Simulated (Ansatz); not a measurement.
## A defect in a wire: armchair SiC nanoribbon (N = 5, H edges), Fe in place of one C

Aim: how much does this defect scatter, and at which energies?

Calculated with Ansatz 0.2.0; DFT PBE, plane waves, PAW; relaxation of a wire's period, in the first sound run; inputs show where later runs differ.

## Step 1: Set-up

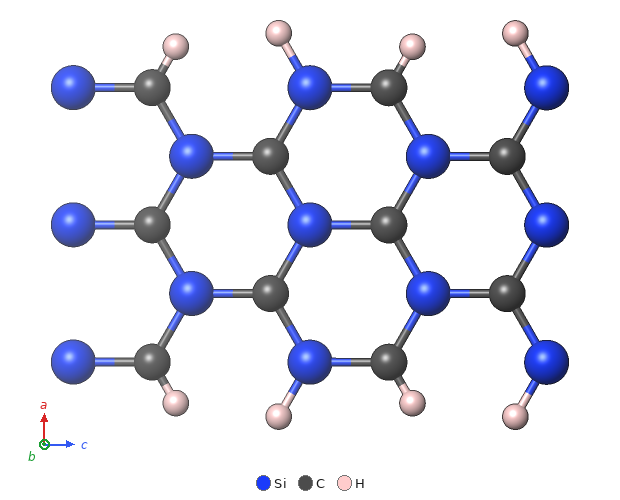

Start, viewed from the side, with the c axis across the page; silicon blue, carbon dark grey, hydrogen pink. 1×1×2 cells are drawn. Some periodic images of atoms are drawn too.

The cell holds 14 atoms: 5 Si, 5 C and 4 H. Cell: a = 15.660 Å, b = 7.000 Å, c = 5.370 Å, α = 90.0°, β = 90.0°, γ = 90.0°. Vacuum lies along a and b. The structure's axis is c.

## Step 2: Relaxation of atoms and period

Band widths follow the bond lengths, so the wire is relaxed first. The atoms and the third cell vector are free; the box across stays fixed as vacuum. A Fermi-Dirac smearing is set since the result may be a metal. The pressure printed is a third of the stress's trace over the whole box, vacuum included; only the stress along the axis is relaxed.

input.yaml

```yaml
crystal:
  lattice:
    - [15.66, 0.0, 0.0]
    - [0.0, 7.0, 0.0]
    - [0.0, 0.0, 5.37]
  atoms:
    - { symbol: Si, position: [0.302027846, 0.5, 0.0] }
    - { symbol: Si, position: [0.500008111, 0.5, 0.0] }
    - { symbol: Si, position: [0.697988376, 0.5, 0.0] }
    - { symbol: C, position: [0.302027846, 0.5, 0.333333333] }
    - { symbol: C, position: [0.500008111, 0.5, 0.333333333] }
    - { symbol: C, position: [0.697988376, 0.5, 0.333333333] }
    - { symbol: H, position: [0.242854974, 0.5, 0.432960894] }
    - { symbol: H, position: [0.757161248, 0.5, 0.432960894] }
    - { symbol: Si, position: [0.401017979, 0.5, 0.5] }
    - { symbol: Si, position: [0.598998243, 0.5, 0.5] }
    - { symbol: C, position: [0.401017979, 0.5, 0.833333333] }
    - { symbol: C, position: [0.598998243, 0.5, 0.833333333] }
    - { symbol: H, position: [0.223499361, 0.5, 0.867783985] }
    - { symbol: H, position: [0.776516861, 0.5, 0.867783985] }
kpoints:
  mp_grid: { grid: [1, 1, 15] }
scf:
  occupations: { method: fermi_dirac, width: 0.05 }
hamiltonian:
  xc: pbe
relax:
  cell: { fix: [a, b, alpha, beta, gamma] }
  max_steps: 60
```

Command:

```
ansatz run input.yaml --threads 4 --pin off --max-ram 16384MiB --backend cpu --events-out ev --progress --plain --runs-dir out
```

Numbers of over 12 decimals in the logs are rounded to 6 here.

The log of the run:

```text
Engine: ansatz 0.2.0, aarch64-unknown-linux-gnu
Pseudopotentials: kind: paw
Pseudopotential: Si, paw, valence charge 4, recommended cutoff 420 eV (normal), Si.paw.azcp
Pseudopotential: C, paw, valence charge 4, recommended cutoff 420 eV (normal), C.paw.azcp
Pseudopotential: H, paw, valence charge 1, recommended cutoff 420 eV (normal), H.paw.azcp
Functional definition: PBE
  parameter kappa = 0.804
  parameter beta = 0.066725
  exchange = pbe_x(kappa = kappa, mu = beta*pi^2/3)
  correlation = pbe_c(beta = beta)
Crystal: 14 atoms, lattice volume = 588.659 Å³
Basis set: ecut = 420 eV, 11459 PW (Γ), exchange–correlation on 216×96×72 points (8 copies of the dense FFT grid, shifted against one another)
Bands: 36, of which v1, the nominal top of the filled ones, is band 22 counted from 1 (21 counted from 0)
Symmetry: 4 space group operations
Space group: Pmm2 (ITA 25), of the structure as read, at distance tolerance 8.4e-5 Å
k-points: 8 of 15 (time reversal used)
Non-local potential: Si, projectors of the file, l = 0: 2, l = 1: 2, l = 2: 2
Non-local potential: C, projectors of the file, l = 0: 2, l = 1: 2, l = 2: 1
Non-local potential: H, projectors of the file, l = 0: 2, l = 1: 1
PAW form: soft (Blöchl's): semilocal exchange-correlation on the pseudo side does not see the compensation charge
PAW one-centre angular grid: Si, 110 points (default); XC on 64 Gauss nodes
PAW one-centre angular grid: C, 110 points (default); XC on 64 Gauss nodes
PAW one-centre angular grid: H, 110 points (default); XC on 64 Gauss nodes
Initial density: superposition of atomic densities (neutral atoms: chi_scale 0, normalization atom), corrected by the library's trained network
Initial wavefunctions: pseudopotential atomic-orbital guess
Functional: x = pbe(κ = 0.804, μ = 0.219515), c = pbe(β = 0.066725)
SCF iter   1: F=—  HF=-4492.993375 eV  |F-HF|=—  |Δ(HF+E_count)|=         —  Δρ=1.92e-3  dr2=3.52e-2  ethr=1.77e-3  ⟨swp⟩=9.4  Hψ=1848  notcnv=0  defer=8
preconditioner: auto → Resta (q_TF=auto, 1.771 Å⁻¹)  ε∞=2.0  [insulator: Δε(μ)=2.092 eV  Ē_g=10.112 eV  σ=0.050 eV  W_gap=1.00  n_scr=56 (ndim 8)  ℏωp=10.2 eV  f_vac=0.586  D(μ)=0.00/eV (n_scr^D=0)  ε∞_Penn≈2.0  vacuum switching on, ρ_ref=7.4e-3 e/Å³]
SCF iter   2: F=—  HF=-4493.002712 eV  |F-HF|=—  |Δ(HF+E_count)|=   9.34e-3  Δρ=1.06e-3  dr2=7.65e-3  ethr=7.99e-5  ⟨swp⟩=2.1  Hψ=510  notcnv=0  defer=56
SCF iter   3: F=—  HF=-4493.007459 eV  |F-HF|=—  |Δ(HF+E_count)|=   4.75e-3  Δρ=4.95e-4  dr2=2.42e-3  ethr=1.74e-5  ⟨swp⟩=2.1  Hψ=453  notcnv=0  defer=56
SCF iter   4: F=—  HF=-4493.008132 eV  |F-HF|=—  |Δ(HF+E_count)|=   6.73e-4  Δρ=1.48e-4  dr2=2.83e-4  ethr=5.50e-6  ⟨swp⟩=2.1  Hψ=440  notcnv=0  defer=56
SCF iter   5: F=—  HF=-4493.008096 eV  |F-HF|=—  |Δ(HF+E_count)|=   3.56e-5  Δρ=5.73e-5  dr2=1.92e-5  ethr=6.43e-7  ⟨swp⟩=2.0  Hψ=362  notcnv=0  defer=56
SCF iter   6: F=—  HF=-4493.008646 eV  |F-HF|=—  |Δ(HF+E_count)|=   5.50e-4  Δρ=2.34e-5  dr2=4.94e-6  ethr=4.37e-8  ⟨swp⟩=2.0  Hψ=460  notcnv=0  defer=56
SCF iter   7: F=—  HF=-4493.008647 eV  |F-HF|=—  |Δ(HF+E_count)|=   6.20e-7  Δρ=5.39e-6  dr2=1.44e-7  ethr=1.12e-8  ⟨swp⟩=2.2  Hψ=397  notcnv=0  defer=56
SCF iter   8: F=-4493.008647 eV  HF=-4493.008647 eV  |F-HF|=1.33e-9  |Δ(HF+E_count)|=   2.43e-7  Δρ=1.90e-6  dr2=2.62e-8  ethr=2.27e-10  ⟨swp⟩=5.0  Hψ=979  notcnv=0
SCF 1 converged in 8 iterations: F = -4493.008647 eV  dr2 = 2.62e-8
  greatest PAW one-centre occupation: 0.652 electrons in one spin orbital (limit 2), on the C atom at site 5 (counted from 0), in its partial waves of l = 0
relax step   1: F+E_penalty+E_count = -4493.00864681 eV  Δ(F+E_penalty+E_count) = +0.000e0 eV  max|allowed force component| = 1.876e0 eV/Å  Δτ_max = 0.0000 Å  P = +0.129 GPa  Ω = 588.659 Å³  fix = [a, b, alpha, beta, gamma]  reactions: a +0.404, b +0.287 GPa  (8 SCF iters, dr2 threshold 1.00e-7 eV, accepted)
Crystal: 14 atoms, lattice volume = 591.511 Å³
Basis set: ecut = 420 eV, 11565 PW (Γ), exchange–correlation on 216×96×72 points (8 copies of the dense FFT grid, shifted against one another)
Initial density: handed on by an earlier stage of this run
Initial wavefunctions: those handed on with the density
iter 1 solved again at ethr=5.86e-5 eV; its pass at ethr=3.10e-3 eV (dr2=2.58e-2 eV) is discarded
SCF iter   1: F=—  HF=-4493.187280 eV  |F-HF|=—  |Δ(HF+E_count)|=         —  Δρ=2.52e-3  dr2=2.58e-2  ethr=5.86e-5  ⟨swp⟩=3.4  Hψ=1571  notcnv=0
preconditioner: auto → Resta (q_TF=auto, 1.769 Å⁻¹)  ε∞=2.0  [insulator: Δε(μ)=2.143 eV  Ē_g=10.097 eV  σ=0.050 eV  W_gap=1.00  n_scr=56 (ndim 8)  ℏωp=10.1 eV  f_vac=0.589  D(μ)=0.00/eV (n_scr^D=0)  ε∞_Penn≈2.0  vacuum switching on, ρ_ref=7.4e-3 e/Å³]
SCF iter   2: F=—  HF=-4493.182135 eV  |F-HF|=—  |Δ(HF+E_count)|=   5.14e-3  Δρ=1.13e-3  dr2=4.97e-3  ethr=5.86e-5  ⟨swp⟩=2.6  Hψ=451  notcnv=0
SCF iter   3: F=—  HF=-4493.181756 eV  |F-HF|=—  |Δ(HF+E_count)|=   3.79e-4  Δρ=4.12e-4  dr2=1.33e-3  ethr=1.13e-5  ⟨swp⟩=2.5  Hψ=474  notcnv=0
SCF iter   4: F=—  HF=-4493.182101 eV  |F-HF|=—  |Δ(HF+E_count)|=   3.45e-4  Δρ=1.06e-4  dr2=8.55e-5  ethr=3.02e-6  ⟨swp⟩=2.0  Hψ=433  notcnv=0
SCF iter   5: F=—  HF=-4493.182101 eV  |F-HF|=—  |Δ(HF+E_count)|=   3.77e-7  Δρ=2.97e-5  dr2=5.42e-6  ethr=1.94e-7  ⟨swp⟩=2.5  Hψ=468  notcnv=0
SCF iter   6: F=-4493.182102 eV  HF=-4493.182102 eV  |F-HF|=3.49e-7  |Δ(HF+E_count)|=   1.52e-6  Δρ=1.25e-5  dr2=1.13e-6  ethr=3.18e-9  ⟨swp⟩=5.0  Hψ=973  notcnv=0
SCF 2 converged in 6 iterations: F = -4493.182102 eV  dr2 = 1.13e-6
relax step   2: F+E_penalty+E_count = -4493.18210198 eV  Δ(F+E_penalty+E_count) = -1.735e-1 eV  max|allowed force component| = 7.570e-1 eV/Å  Δτ_max = 0.0482 Å  P = +0.032 GPa  Ω = 591.511 Å³  energy of the carried Pulay correction = -1.109e-3 eV  fix = [a, b, alpha, beta, gamma]  reactions: a +0.140, b +0.278 GPa  (6 SCF iters, dr2 threshold 1.40e-6 eV, accepted)
Crystal: 14 atoms, lattice volume = 592.112 Å³
Basis set: ecut = 420 eV, 11581 PW (Γ), exchange–correlation on 216×96×72 points (8 copies of the dense FFT grid, shifted against one another)
iter 1 solved again at ethr=3.51e-5 eV; its pass at ethr=3.10e-3 eV (dr2=1.55e-2 eV) is discarded
SCF iter   1: F=—  HF=-4493.217028 eV  |F-HF|=—  |Δ(HF+E_count)|=         —  Δρ=1.75e-3  dr2=1.54e-2  ethr=3.51e-5  ⟨swp⟩=3.0  Hψ=1296  notcnv=0
preconditioner: auto → Resta (q_TF=auto, 1.769 Å⁻¹)  ε∞=2.0  [insulator: Δε(μ)=2.211 eV  Ē_g=10.127 eV  σ=0.050 eV  W_gap=1.00  n_scr=56 (ndim 8)  ℏωp=10.1 eV  f_vac=0.589  D(μ)=0.00/eV (n_scr^D=0)  ε∞_Penn≈2.0  vacuum switching on, ρ_ref=7.4e-3 e/Å³]
SCF iter   2: F=—  HF=-4493.213610 eV  |F-HF|=—  |Δ(HF+E_count)|=   3.42e-3  Δρ=7.03e-4  dr2=2.38e-3  ethr=3.50e-5  ⟨swp⟩=2.0  Hψ=410  notcnv=0
SCF iter   3: F=—  HF=-4493.213359 eV  |F-HF|=—  |Δ(HF+E_count)|=   2.51e-4  Δρ=3.46e-4  dr2=6.17e-4  ethr=5.40e-6  ⟨swp⟩=2.1  Hψ=417  notcnv=0
SCF iter   4: F=—  HF=-4493.213856 eV  |F-HF|=—  |Δ(HF+E_count)|=   4.97e-4  Δρ=9.13e-5  dr2=4.24e-5  ethr=1.40e-6  ⟨swp⟩=2.1  Hψ=432  notcnv=0
SCF iter   5: F=—  HF=-4493.213860 eV  |F-HF|=—  |Δ(HF+E_count)|=   4.20e-6  Δρ=2.38e-5  dr2=4.01e-6  ethr=9.64e-8  ⟨swp⟩=2.9  Hψ=513  notcnv=0
SCF iter   6: F=-4493.213860 eV  HF=-4493.213860 eV  |F-HF|=2.77e-8  |Δ(HF+E_count)|=   2.16e-8  Δρ=7.68e-6  dr2=3.55e-7  ethr=3.18e-9  ⟨swp⟩=5.0  Hψ=961  notcnv=0
SCF 3 converged in 6 iterations: F = -4493.213860 eV  dr2 = 3.55e-7
  greatest PAW one-centre occupation: 0.654 electrons in one spin orbital (limit 2), on the C atom at site 3 (counted from 0), in its partial waves of l = 0
relax step   3: F+E_penalty+E_count = -4493.21386047 eV  Δ(F+E_penalty+E_count) = -3.176e-2 eV  max|allowed force component| = 6.136e-2 eV/Å  Δτ_max = 0.0246 Å  P = +0.124 GPa  Ω = 592.112 Å³  energy of the carried Pulay correction = -1.341e-3 eV  fix = [a, b, alpha, beta, gamma]  reactions: a +0.040, b +0.273 GPa  (6 SCF iters, dr2 threshold 1.40e-6 eV, accepted)
[...]
relax step   4: F+E_penalty+E_count = -4493.21409941 eV  Δ(F+E_penalty+E_count) = -2.389e-4 eV  max|allowed force component| = 2.701e-2 eV/Å  Δτ_max = 0.0083 Å  P = +0.073 GPa  Ω = 592.293 Å³  energy of the carried Pulay correction = -1.411e-3 eV  fix = [a, b, alpha, beta, gamma]  reactions: a -0.036, b +0.273 GPa  (5 SCF iters, dr2 threshold 2.35e-7 eV, accepted)
[...]
relax step   5: F+E_penalty+E_count = -4493.21424205 eV  Δ(F+E_penalty+E_count) = -1.426e-4 eV  max|allowed force component| = 2.107e-3 eV/Å  Δτ_max = 0.0043 Å  P = +0.093 GPa  Ω = 592.260 Å³  energy of the carried Pulay correction = -1.398e-3 eV  fix = [a, b, alpha, beta, gamma]  reactions: a +0.005, b +0.273 GPa  (5 SCF iters, dr2 threshold 4.56e-8 eV, accepted)
Basis set: ecut = 420 eV, 11585 PW (Γ), exchange–correlation on 216×96×80 points (8 copies of the dense FFT grid, shifted against one another)
Initial wavefunctions: pseudopotential atomic-orbital guess (no wavefunctions were taken with the density)
iter 1 solved again at ethr=1.89e-6 eV; its pass at ethr=3.10e-3 eV (dr2=8.31e-4 eV) is discarded
SCF iter   1: F=—  HF=-4493.215099 eV  |F-HF|=—  |Δ(HF+E_count)|=         —  Δρ=2.80e-5  dr2=2.74e-7  ethr=1.89e-6  ⟨swp⟩=4.1  Hψ=2586  notcnv=0
eigensolver tolerance schedule: the retry pair's looser diagonalisation over-reported the residual by 3029.71 of it (diagonalisation noise at an unbounded share of the residual, at the tolerance the schedule requests for it); recorded, not acted on — ethr = c·dr2/N_el stays at c = 1.0e-1
preconditioner: auto → Resta (q_TF=auto, 1.769 Å⁻¹)  ε∞=2.0  [insulator: Δε(μ)=2.196 eV  Ē_g=10.122 eV  σ=0.050 eV  W_gap=1.00  n_scr=56 (ndim 8)  ℏωp=10.1 eV  f_vac=0.588  D(μ)=0.00/eV (n_scr^D=0)  ε∞_Penn≈2.0  vacuum switching on, ρ_ref=7.4e-3 e/Å³]
SCF iter   2: F=—  HF=-4493.215563 eV  |F-HF|=—  |Δ(HF+E_count)|=   4.65e-4  Δρ=1.41e-5  dr2=6.35e-8  ethr=6.23e-10  ⟨swp⟩=3.6  Hψ=638  notcnv=0
SCF iter   3: F=—  HF=-4493.215722 eV  |F-HF|=—  |Δ(HF+E_count)|=   1.59e-4  Δρ=2.59e-6  dr2=1.16e-8  ethr=1.44e-10  ⟨swp⟩=2.5  Hψ=468  notcnv=0
SCF iter   4: F=—  HF=-4493.215730 eV  |F-HF|=—  |Δ(HF+E_count)|=   7.76e-6  Δρ=3.89e-7  dr2=1.48e-9  ethr=2.63e-11  ⟨swp⟩=2.0  Hψ=464  notcnv=0
SCF iter   5: F=—  HF=-4493.215730 eV  |F-HF|=—  |Δ(HF+E_count)|=   1.22e-9  Δρ=1.51e-7  dr2=1.61e-10  ethr=3.36e-12  ⟨swp⟩=2.0  Hψ=453  notcnv=0
SCF iter   6: F=-4493.215730 eV  HF=-4493.215730 eV  |F-HF|=9.78e-10  |Δ(HF+E_count)|=   8.77e-9  Δρ=6.93e-8  dr2=4.07e-11  ethr=1.00e-12  ⟨swp⟩=5.0  Hψ=915  notcnv=0
SCF 6 converged in 6 iterations: F = -4493.215730 eV  dr2 = 4.07e-11
relax step   6: F+E_penalty+E_count = -4493.21572980 eV  Δ(F+E_penalty+E_count) = -1.488e-3 eV  max|allowed force component| = 2.462e-3 eV/Å  Δτ_max = 0.0000 Å  P = +0.095 GPa  Ω = 592.260 Å³  fix = [a, b, alpha, beta, gamma]  reactions: a +0.003, b +0.276 GPa  stress off target by 5.28e-3 GPa on what of the cell is left free  SCF on the basis re-selected at this cell (its energy is not comparable with the rows above)  (6 SCF iters)
basis re-selected at this cell: Δ(F+E_penalty+E_count) = -1.488e-3 eV, ΔP = +0.002 GPa vs the last step (what re-selecting the basis moved, of the pressure what is left beyond the Pulay correction that the steps carried, after the strain that the cell walked since its last selection, with what the two solves' SCF thresholds leave and, on support functions, any second-order correction that the steps lacked; it is no measure of the basis error at this ecutwfc). The dense FFT grid was sized anew with the basis: this SCF ran on 108×48×40 points, the steps before it on 108×48×36, so part of this shift can come from that change (see relax.cell in the input reference). [rest of the remark cut]
SCF converged after 6 iterations
Free energy (F): -4493.215730 eV
Harris-Foulkes:  -4493.215730 eV  (|F-HF|=9.78e-10)
Internal energy: -4493.215730 eV  (E = F + TS)
E sigma→0 (E₀):  -4493.215730 eV
Fermi energy:    -1.043055 eV
--- Per-component energies (eV) ---
  E_band       = -343.184805
  E_kinetic    = 708.647221
  E_local      = -5289.217820  (includes V_loc(G=0)·N_el)
  E_nonlocal   = 270.885120
  E_hartree    = 2295.132297
  E_xc         = -550.848833
  E_vxc        = -575.273801  (∫ρ·V_xc dr)
  E_paw        = -3062.518464  (= ΣΔE_a)
  E_vpaw       = -48.485043  (= ΣTr[D̂ρ^β])
  E_aug_tail   = -0.005101  (compensation charges beyond the density's cutoff)
  E_ewald      = 1134.709851
  E_smearing   = -0.000000  (= −TS)
  E_closure    = -0.000000  (closes the sum)
  Σ components = -4493.215730   (vs F -4493.215730, Δ=0.00e0)
--- Forces (eV/Å), atoms counted from 1 ---
  atom   1  Si     0.00161586     0.00000000     0.00113667
  atom   2  Si     0.00000000     0.00000000     0.00044676
  atom   3  Si    -0.00161586     0.00000000     0.00113667
  atom   4  C     -0.00246232     0.00000000     0.00064367
  atom   5  C      0.00000000     0.00000000    -0.00075288
  atom   6  C      0.00246232     0.00000000     0.00064367
  atom   7  H      0.00071101     0.00000000     0.00003123
  atom   8  H     -0.00071101     0.00000000     0.00003123
  atom   9  Si    -0.00013627     0.00000000    -0.00206265
  atom  10  Si     0.00013627     0.00000000    -0.00206265
  atom  11  C     -0.00056263     0.00000000     0.00111232
  atom  12  C      0.00056263     0.00000000     0.00111232
  atom  13  H     -0.00116590     0.00000000    -0.00070683
  atom  14  H      0.00116590     0.00000000    -0.00070683
  max |Σ_I F_I| component: 2.68e-6 eV/Å
--- Stress (GPa, compression-positive) ---
        0.002858       0.000000       0.000000
        0.000000       0.275664       0.000000
        0.000000       0.000000       0.005281
  P = ⅓ Tr σ = 0.0946 GPa (0.946 kbar)
--- Relaxed structure (5 steps of the walk, 5 accepted, 1 SCFs on fresh bases) ---
  F+E_penalty+E_count = -4493.21572980 eV   max|allowed force component| = 2.462e-3 eV/Å   (the final SCF, on the basis selected at the relaxed cell)
  cell:  # Å, volume = 592.2595 Å³
    - [15.66, 0.0, 0.0]
    - [0.0, 7.0, 0.0]
    - [0.0, 0.0, 5.402842]
  atoms:
    - { symbol: Si, position: [0.305840, 0.5, 0.00767606] }
    - { symbol: Si, position: [0.500008111, 0.5, 0.000966042] }
    - { symbol: Si, position: [0.694177, 0.5, 0.00767606] }
    - { symbol: C, position: [0.303636, 0.5, 0.330670] }
    - { symbol: C, position: [0.500008111, 0.5, 0.332718] }
    - { symbol: C, position: [0.696381, 0.5, 0.330670] }
    - { symbol: H, position: [0.242224, 0.5, 0.425996] }
    - { symbol: H, position: [0.757792, 0.5, 0.425996] }
    - { symbol: Si, position: [0.400863, 0.5, 0.499696] }
    - { symbol: Si, position: [0.599153, 0.5, 0.499696] }
    - { symbol: C, position: [0.401598, 0.5, 0.831961] }
    - { symbol: C, position: [0.598418, 0.5, 0.831961] }
    - { symbol: H, position: [0.223021, 0.5, 0.871237] }
    - { symbol: H, position: [0.776995, 0.5, 0.871237] }
```

Wall time 19 s (4 threads of Arm Neoverse V2, shared host); peak memory 0.85 GiB.

Relaxation path:

```tsv
step	energy less that of the first step (eV)	largest force component (eV/Å)	pressure (GPa)	volume (Å³)
1	0.0000	1.8757	0.13	588.66
2	-0.1735	0.7570	0.03	591.51
3	-0.2052	0.0614	0.12	592.11
4	-0.2055	0.0270	0.07	592.29
5	-0.2056	0.0021	0.09	592.26
6*	-0.2071	0.0025	0.09	592.26
```

Relaxation steps marked * repeat the geometry before them on a plane-wave basis chosen anew for their cell, so energy and pressure can jump there.

The run keeps the 4 symmetry operations that it works with, so distortions that break them were not tested.

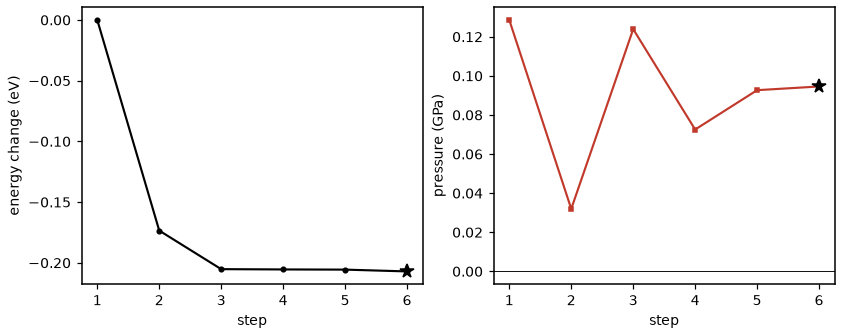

Energy and pressure along the relaxation. Stars mark steps on a basis chosen anew.

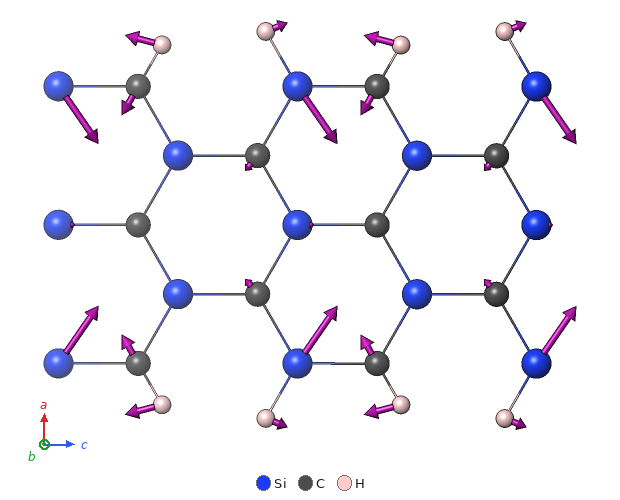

Displacements in the relaxation, exaggerated, measured against the changing cell; the longest in the cell stands for 0.07 Å. 1×1×2 cells are drawn. Some periodic images of atoms are drawn too.

```tsv
cell as run	before	after	change
c (Å)	5.370	5.403	+0.6 %
```

The atoms that moved most (Å, along periodic axes as changes of fractional coordinates times the final cell, across vacuum about the mean position):

```tsv
atom	dx	dy	dz	length
Si3	-0.060	0.000	0.041	0.073
Si1	0.060	0.000	0.041	0.073
H7	-0.010	0.000	-0.038	0.039
H8	0.010	0.000	-0.038	0.039
C4	0.025	0.000	-0.014	0.029
C6	-0.025	0.000	-0.014	0.029
H14	0.007	0.000	0.019	0.020
H13	-0.007	0.000	0.019	0.020
```

Final coordinates:

```cif
data_structure
_symmetry_space_group_name_H-M 'P 1'
_symmetry_Int_Tables_number 1
_cell_length_a 15.6600
_cell_length_b 7.0000
_cell_length_c 5.4028
_cell_angle_alpha 90.000
_cell_angle_beta 90.000
_cell_angle_gamma 90.000
_cell_volume 592.26
loop_
_atom_site_label
_atom_site_type_symbol
_atom_site_fract_x
_atom_site_fract_y
_atom_site_fract_z
_atom_site_occupancy
Si1 Si 0.30584 0.50000 0.00768 1
Si2 Si 0.50001 0.50000 0.00097 1
Si3 Si 0.69418 0.50000 0.00768 1
C4 C 0.30364 0.50000 0.33067 1
C5 C 0.50001 0.50000 0.33272 1
C6 C 0.69638 0.50000 0.33067 1
H7 H 0.24222 0.50000 0.42600 1
H8 H 0.75779 0.50000 0.42600 1
Si9 Si 0.40086 0.50000 0.49970 1
Si10 Si 0.59915 0.50000 0.49970 1
C11 C 0.40160 0.50000 0.83196 1
C12 C 0.59842 0.50000 0.83196 1
H13 H 0.22302 0.50000 0.87124 1
H14 H 0.77700 0.50000 0.87124 1
```

This step gave:

```yaml
cell_length_along_the_wire: 5.403 Å
```

The cell's length comes to 5.403 Å with spin left out.

[end of part 1 of 4]

[Logs are printed without paths, hosts, clocks, repeated set-up lines and the standing remarks that a program may print on its own settings, such as how far it seeks lower states.]

[Hosts, paths, dates, database ids (printed as entryN), source tags and the programs' standing remarks are cut or masked in the printed files.]
